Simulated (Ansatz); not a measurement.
# V_O in Al2O3 (R-3c): which k-points does the level need?

Aim: the (+1/0) level of V_O in Al2O3 (R-3c) as a function of the k-point sampling, with the cost of each choice. The model is a cell of 80 host atoms with 1 O taken out; the atoms are relaxed once and then held.

Main program and level: Ansatz 0.2.0; plane-wave PAW DFT; relaxations with PBEsol, then single points with PBEsol, on supercells at fixed charge in a uniform background.

### 1. Starting point

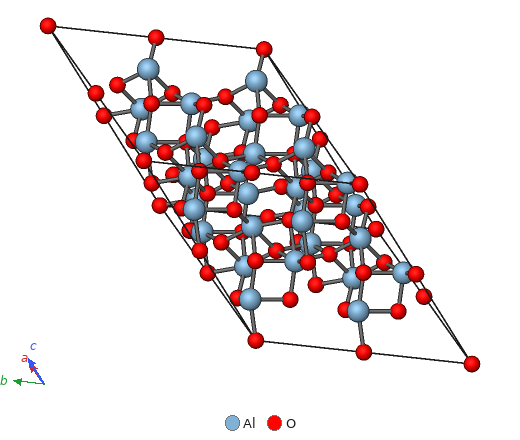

Start, viewed from a free direction; aluminium light blue, oxygen red. Bonds to atoms that aren't drawn are left out. Some periodic images of atoms are drawn too.

The cell holds 79 atoms: 32 Al and 47 O. Cell: a = 10.278 Å, b = 10.278 Å, c = 10.278 Å, α = 55.3°, β = 55.3°, γ = 55.3°. It derives from Al2O3 (space group R-3c). Nearest the centre at fractional (0.625, 0.278, 0.472): Al2 at 1.86 Å, Al41 at 1.86 Å, Al53 at 1.97 Å, Al52 at 1.97 Å, O79 at 2.53 Å, O16 at 2.53 Å, O57 at 2.62 Å, O18 at 2.62 Å. The cell carries charge +1.

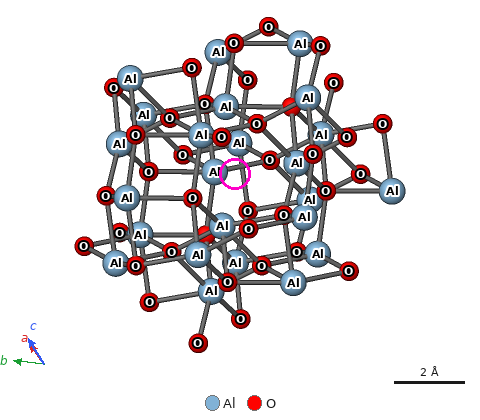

The atoms within 5 Å of the centre. A ring marks the centre wherever it is empty.

Coordinates:

```xyz
79
Lattice="4.7733 2.7559 8.6752 -4.7733 2.7559 8.6752 0.0000 -5.5117 8.6752" Properties=species:S:1:pos:R:3 pbc="T T T"
Al    0.0000    0.0000    8.4318
Al    0.0000    0.0000   11.0875
Al    0.0000    0.0000    1.9254
Al    0.0000    0.0000    4.5810
O     0.9268   -1.3779    5.4220
O     1.6567    0.1137    7.5908
O    -1.6567   -0.1137    5.4220
O     0.7299    1.4916    5.4220
O    -0.7299   -1.4916    7.5908
O    -0.9268    1.3779    7.5908
Al    0.0000   -2.7559   12.7694
Al    0.0000   -2.7559   15.4251
Al    0.0000   -2.7559    6.2630
Al    0.0000   -2.7559    8.9187
O     0.9268   -4.1338    9.7597
O     1.6567   -2.6422   11.9285
O    -1.6567   -2.8695    9.7597
O     0.7299   -1.2643    9.7597
O    -0.7299   -4.2475   11.9285
O    -0.9268   -1.3779   11.9285
Al   -2.3867    1.3779   12.7694
Al   -2.3867    1.3779   15.4251
Al   -2.3867    1.3779    6.2630
Al   -2.3867    1.3779    8.9187
O    -1.4599    0.0000    9.7597
O    -0.7299    1.4916   11.9285
O    -4.0434    1.2643    9.7597
O    -1.6567    2.8695    9.7597
O    -3.1166   -0.1137   11.9285
O    -3.3134    2.7559   11.9285
Al   -2.3867   -1.3779   17.1071
Al   -2.3867   -1.3779   19.7627
Al   -2.3867   -1.3779   10.6006
Al   -2.3867   -1.3779   13.2563
O    -1.4599   -2.7559   14.0973
O    -0.7299   -1.2643   16.2661
O    -4.0434   -1.4916   14.0973
O    -1.6567    0.1137   14.0973
O    -3.1166   -2.8695   16.2661
O    -3.3134    0.0000   16.2661
Al    2.3867    1.3779   12.7694
Al    2.3867    1.3779   15.4251
Al    2.3867    1.3779    6.2630
Al    2.3867    1.3779    8.9187
O     3.3134    0.0000    9.7597
O     4.0434    1.4916   11.9285
O     0.7299    1.2643    9.7597
O     3.1166    2.8695    9.7597
O     1.4599    2.7559   11.9285
Al    2.3867   -1.3779   17.1071
Al    2.3867   -1.3779   19.7627
Al    2.3867   -1.3779   10.6006
Al    2.3867   -1.3779   13.2563
O     3.3134   -2.7559   14.0973
O     4.0434   -1.2643   16.2661
O     0.7299   -1.4916   14.0973
O     3.1166    0.1137   14.0973
O     1.6567   -2.8695   16.2661
O     1.4599    0.0000   16.2661
Al    0.0000    2.7559   17.1071
Al    0.0000    2.7559   19.7627
Al    0.0000    2.7559   10.6006
Al    0.0000    2.7559   13.2563
O     0.9268    1.3779   14.0973
O     1.6567    2.8695   16.2661
O    -1.6567    2.6422   14.0973
O     0.7299    4.2475   14.0973
O    -0.7299    1.2643   16.2661
O    -0.9268    4.1338   16.2661
Al    0.0000    0.0000   21.4447
Al    0.0000    0.0000   24.1003
Al    0.0000    0.0000   14.9383
Al    0.0000    0.0000   17.5939
O     0.9268   -1.3779   18.4349
O     1.6567    0.1137   20.6037
O    -1.6567   -0.1137   18.4349
O     0.7299    1.4916   18.4349
O    -0.7299   -1.4916   20.6037
O    -0.9268    1.3779   20.6037
```

Screening for the image-charge correction: ε∞ = (3.29, 3.29, 3.26), ε0 = (9.66, 9.66, 11.75), computed on the host (DFPT, PBEsol).

The cell's shortest repeat is 9.5 Å.

### 2. Relaxing both charge states, PBEsol

The study needs fixed structures, so each charge is relaxed once, at one point at (¼, ¼, ¼), from small random displacements that break the symmetry of the site.

File qp1_M1.relax/input.yaml:

```yaml
crystal:
  lattice:
    - [2.38665272, 1.37793459, 4.33762225]
    - [-2.38665272, 1.37793459, 4.33762225]
    - [0.0, -2.75586919, 4.33762225]
  atoms:
    - { symbol: Al, position: [0.647953, 0.647953, 0.647953] }
    - { symbol: Al, position: [0.852047, 0.852047, 0.852047] }
    - { symbol: Al, position: [0.147953, 0.147953, 0.147953] }
    - { symbol: Al, position: [0.352047, 0.352047, 0.352047] }
    - { symbol: O, position: [0.444168, 0.055832, 0.75] }
    - { symbol: O, position: [0.944168, 0.25, 0.555832] }
    - { symbol: O, position: [0.055832, 0.75, 0.444168] }
    - { symbol: O, position: [0.75, 0.444168, 0.055832] }
    - { symbol: O, position: [0.25, 0.555832, 0.944168] }
    - { symbol: O, position: [0.555832, 0.944168, 0.25] }
  supercell: [2, 2, 2]
  defects: [{ vacancy: 48 }]
total_charge: 1
basis:
  ecutwfc: 420
  xc_grid: 2
hamiltonian:
  xc: pbesol
  pseudopotentials: { kind: paw, azcp: { folder: soft_1 }, xc_functional: pbe }
kpoints:
  mp_grid: { grid: [1, 1, 1], shift: [0.25, 0.25, 0.25] }
magnetization:
  spin_polarized: true
  initial_magnetization: 1
  spin_locking: { lock_magnetization: hard }
scf:
  occupations: { method: fixed }
  max_iter: 100
output:
  forces: true
  charged_corrections:
    epsilon: [3.29, 3.29, 3.26]
    static_epsilon: [9.66, 9.66, 11.75]
    defect_position: [0.625, 0.277916, 0.472084]
relax:
  f_tol: 0.015
  max_steps: 60
  random_displacement: { amplitude: 0.04, seed: 8726 }
checkpoint:
  write: "../qp1_M1.relax.run"
  compress: false
  write_wavefunctions: true
  write_every: 100000
```

Started as:

```bash
ansatz run input.yaml --threads 32 --pin off --max-ram 84787MiB --backend cuda --events-out ev --progress --plain --runs-dir out --max-vram 78GiB
```

Numbers of over 12 decimals in the logs are rounded to 6 here.

The program printed:

```text
[... repeated set-up lines and file paths are left out, and long positions are rounded to six places ...]
Engine: ansatz 0.2.0, aarch64-unknown-linux-gnu
Pseudopotentials: kind: paw
Pseudopotential: Al, paw, valence charge 3, recommended cutoff 420 eV (normal), soft_1/Al.paw.azcp
Pseudopotential: O, paw, valence charge 6, recommended cutoff 420 eV (normal), soft_1/O.paw.azcp
Functional definition: PBEsol
  exchange = pbesol_x
  correlation = pbesol_c
[...]
Crystal: 79 atoms, lattice volume = 684.717 Å³
Basis set: ecut = 420 eV, 13355 PW (Γ), exchange–correlation on 144×144×144 points (8 copies of the dense FFT grid, shifted against one another)
Bands: 268, of which v1, the nominal top of the filled ones, is band 189 counted from 1 (188 counted from 0)
Symmetry: 1 space group operations
k-points: 1
Non-local potential: Al, projectors of the file, l = 0: 2, l = 1: 2, l = 2: 1
Non-local potential: O, projectors of the file, l = 0: 2, l = 1: 2, l = 2: 1
PAW form: soft (Blöchl's): semilocal exchange-correlation on the pseudo side does not see the compensation charge
PAW frozen core: Al, regenerated for the run's functional, and the local potential with it (the file was generated under x = pbe(κ = 0.804, μ = 0.219515), c = pbe(β = 0.066725))
PAW frozen core: O, regenerated for the run's functional, and the local potential with it (the file was generated under x = pbe(κ = 0.804, μ = 0.219515), c = pbe(β = 0.066725))
PAW one-centre angular grid: Al, 110 points (default); XC on 64 Gauss nodes
PAW one-centre angular grid: O, 110 points (default); XC on 64 Gauss nodes
Initial density: superposition of atomic densities (chi_scale 0.1, normalization cell, long waves kept (reshape's long-wave potential 0.19 eV rms))
Starting moments: Σ|m| = 1 μB on 79 of 79 sites
Initial wavefunctions: pseudopotential atomic-orbital guess
[...]
Functional: x = pbesol(κ = 0.804, μ = 0.123457), c = pbesol(β = 0.046)
SCF iter   1: F=—  HF=-43302.274629 eV  |Δ(HF+E_count)|=         —  Δρ=6.18e-2 (↑6.07e-2 ↓6.18e-2)  dr2=9.85e1  dr2_m=8.68e-2  M=1.000 μB ∫|m|=1.015 μB  Hψ=1608
preconditioner: auto → Resta (q_TF=auto, 2.470 Å⁻¹)  ε∞=3.3  [insulator: Δε(μ)=3.383 eV  Ē_g=18.175 eV  n_scr=174 (ndim 8)  ℏωp=27.6 eV  f_vac=0.000  ε∞_Penn≈3.3]
spin=Collinear: Resta preconditioning applied to the charge; magnetization (m = ρ↑ − ρ↓) channel mixes plain (no charge-response kernel on spin).
SCF iter   2: F=—  HF=-43280.818040 eV  |Δ(HF+E_count)|=    2.15e1  Δρ=2.94e-2 (↑2.87e-2 ↓2.94e-2)  dr2=2.36e1  dr2_m=4.43e-2  M=1.000 μB ∫|m|=1.014 μB  Hψ=916
[...]
SCF iter   9: F=-43274.188830 eV  HF=-43274.188830 eV  |Δ(HF+E_count)|=   2.48e-6  Δρ=4.44e-6 (↑4.44e-6 ↓4.20e-6)  dr2=3.42e-7  dr2_m=2.24e-9  M=1.000 μB ∫|m|=1.033 μB  Hψ=1637
SCF 1 converged in 9 iterations: F = -43274.188830 eV  dr2 = 3.42e-7
[...]
relax step   1: F+E_penalty+E_count = -43274.18883027 eV  Δ(F+E_penalty+E_count) = +0.000e0 eV  max|allowed force component| = 1.874e0 eV/Å  Δτ_max = 0.0000 Å  (9 SCF iters, dr2 threshold 5.63e-6 eV, accepted)
[...]
relax step   2: F+E_penalty+E_count = -43275.53247743 eV  Δ(F+E_penalty+E_count) = -1.344e0 eV  max|allowed force component| = 9.560e-1 eV/Å  Δτ_max = 0.0909 Å  (5 SCF iters, dr2 threshold 1.00e-4 eV, accepted)
[...]
relax step   4: F+E_penalty+E_count = -43276.09444137 eV  Δ(F+E_penalty+E_count) = -2.298e-3 eV  max|allowed force component| = 7.835e-3 eV/Å  Δτ_max = 0.0086 Å  (5 SCF iters, dr2 threshold 3.28e-7 eV, accepted)
[...]
relax step   5: F+E_penalty+E_count = -43276.09444141 eV  Δ(F+E_penalty+E_count) = -3.698e-8 eV  max|allowed force component| = 7.846e-3 eV/Å  Δτ_max = 0.0000 Å  (2 SCF iters, accepted)
[...]
NSCF: frozen V_eff on 1 k-points
[...]
SCF converged after 2 iterations
Magnetization: 1.0000 μB (189.0000 up, 188.0000 down)
Absolute magnetization: 1.0323 μB (∫|ρ↑−ρ↓|, with the PAW one-centre terms)
Spin contamination: 0.0020 ħ² per cell (⟨S²⟩ above its minimum at these occupations)
Per-site moments (μB) at R_I (Å): [(0.000187313, 0.761886), (0.019328, 0.760164), (0.000189453, 0.765718), [... 6 left out ...]
Free energy (F): -43276.094441 eV
Harris-Foulkes:  -43276.094441 eV  (|F-HF|=5.62e-9)
Internal energy: -43276.094441 eV  (E = F + TS)
E sigma→0 (E₀):  -43276.094441 eV
Fermi energy:    9.804238 (↑ 9.804238, ↓ 7.324468) eV
--- Per-component energies (eV) ---
  E_band       = 404.773640
  E_kinetic    = 8901.531303
  E_local      = -15799.380635  (includes V_loc(G=0)·N_el)
  E_nonlocal   = 2771.362172
  E_hartree    = 6008.948646
  E_xc         = -4596.830526
  E_vxc        = -5307.460073  (∫ρ·V_xc dr)
  E_paw        = -22019.209604  (= ΣΔE_a)
  E_vpaw       = -2179.219747  (= ΣTr[D̂ρ^β])
  E_aug_tail   = 0.037212  (compensation charges beyond the density's cutoff)
  E_ewald      = -18544.823990
  E_core_change = 2.270982  (= ΣΔE_core)
  E_smearing   = -0.000000  (= −TS)
  E_closure    = 0.000000  (closes the sum)
  E_deformation_potential = 18.414363  (in the stress; not in F)
  Σ components = -43276.094441   (vs F -43276.094441, Δ=0.00e0)
--- Forces (eV/Å), atoms counted from 1 ---
  atom   1  Al    -0.00277592     0.00132142    -0.00449381
  atom   2  Al    -0.00107888     0.00111434    -0.00328311
  [... 4 atoms left out ...]
  [... 73 more lines of this table ...]
  max |Σ_I F_I| component: 3.89e-5 eV/Å
--- Charged-cell corrections in eV (Makov–Payne, q = +1.000 e, ε = [9.660, 9.660, 11.750]) ---
  F (periodic)     = -43276.094441  (uncorrected; the corrections below are reported, never added to it)
  E_corr1          = +0.228800  (monopole, q²α_M/2ε̄L, of the cell on which ε is isotropic)
  F Makov-Payne    = -43275.865642  (F + E_corr1; no measured alignment; for a localised charge, not one spread in a band: unchecked)
  no potential alignment in this run, which stands beside a crystal: run the host's input off ansatz write-host-input, and read the two finished runs by ansatz place-levels (neither reads a slab, a wire or a sheet, whose cell leaves a vacuum)
--- Band table (eV) ---
  k-point 0 ↑: bands = ["-11.6305", "-11.1216", "-10.7239", "-10.6747", "-10.6395", "-10.6237", "-10.5930", "-10.5549", "-10.4277", [... rest cut ...]
  k-point 0 ↓: bands = ["-11.6228", "-11.1134", "-10.7148", "-10.6616", "-10.6351", "-10.6196", "-10.5854", "-10.5438", "-10.4221", [... rest cut ...]
--- Relaxed structure (5 steps of the walk, 5 accepted, 0 SCFs on fresh bases) ---
  F+E_penalty+E_count = -43276.09444141 eV   max|allowed force component| = 7.846e-3 eV/Å
  atoms:
    - { symbol: Al, position: [0.322776, 0.323044, 0.323046] }
    - { symbol: Al, position: [0.414524, 0.433763, 0.422812] }
    [... 4 atoms left out ...]
  [... 73 more lines of this table ...]
```

Wall time 4.9 s (1 × NVIDIA GB200 with 32 threads of Arm Neoverse V2, shared host); peak memory 1.4 GiB; 16 s of CPU time.

Step by step:

```tsv
step	energy less that of the first step (eV)	largest force component (eV/Å)
1	0.0000	1.8738
2	-1.3436	0.9560
3	-1.9033	0.0725
4	-1.9056	0.0078
5	-1.9056	0.0078
```

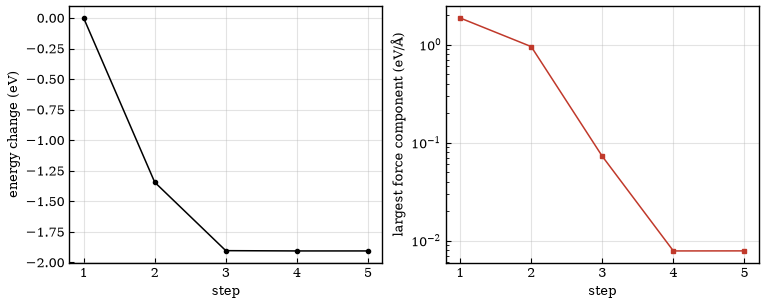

Energy and largest force along the relaxation.

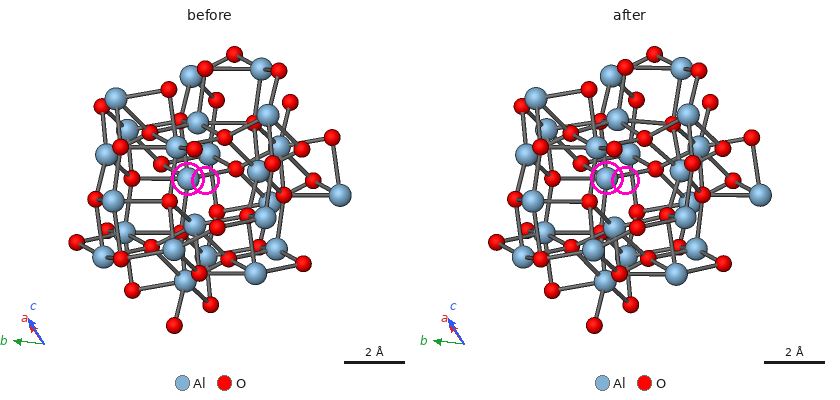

Before and after: the atoms that start within 5 Å of the centre. Al41, which moves most, is ringed if it is among them. A ring with no atom in it marks the empty centre.

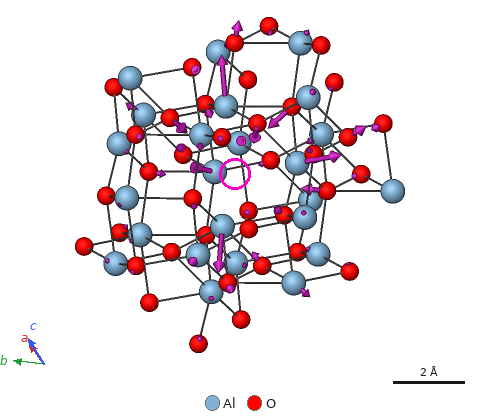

Displacements in the relaxation from the typed sites near the centre, exaggerated, the mean shift taken out; the longest in the cell stands for 0.11 Å. A ring marks the centre wherever it is empty.

The atoms that moved most (Å, from the sites as typed, ahead of the random displacement, the mean shift of all atoms taken out):

```tsv
atom	dx	dy	dz	length
Al41	0.036	0.084	0.063	0.111
Al2	-0.090	0.010	-0.063	0.111
Al52	0.031	-0.071	-0.068	0.103
Al53	0.046	-0.062	0.067	0.102
O16	0.004	0.062	-0.008	0.062
O79	-0.055	0.028	0.008	0.062
O56	0.019	0.028	-0.036	0.050
O45	-0.034	-0.002	0.036	0.049
```

The atoms nearest to the centre after the run:

```tsv
atom	distance (Å)
Al41	1.970
Al2	1.971
Al52	2.075
Al53	2.078
O79	2.467
O16	2.470
O18	2.598
O57	2.599
```

```tsv
charge	moment set (μB)	steps	largest displacement (Å)	time
0	0	6	0.10	4.6 s
+1	1	5	0.11	4.9 s
```

The relaxation ends 24 meV an atom lower than the displaced start, with a largest force component of 0.0078 eV/Å.

[end of part 1 of 2]

[Logs are printed without paths, hosts, clocks, repeated set-up lines and the standing remarks that a program may print on its own settings, such as how far it seeks lower states.]

[Hosts, paths, dates, database ids (printed as entryN), source tags and the programs' standing remarks are cut or masked in the printed files.]

[Where a table of states has a column of steps, it counts the stored structures, which are thinned; the runs took as many ionic steps or more.]

[For some hosts the program warned that the k-mesh of the response run may be too coarse for force constants and the static dielectric constant; such warnings are not shown here.]
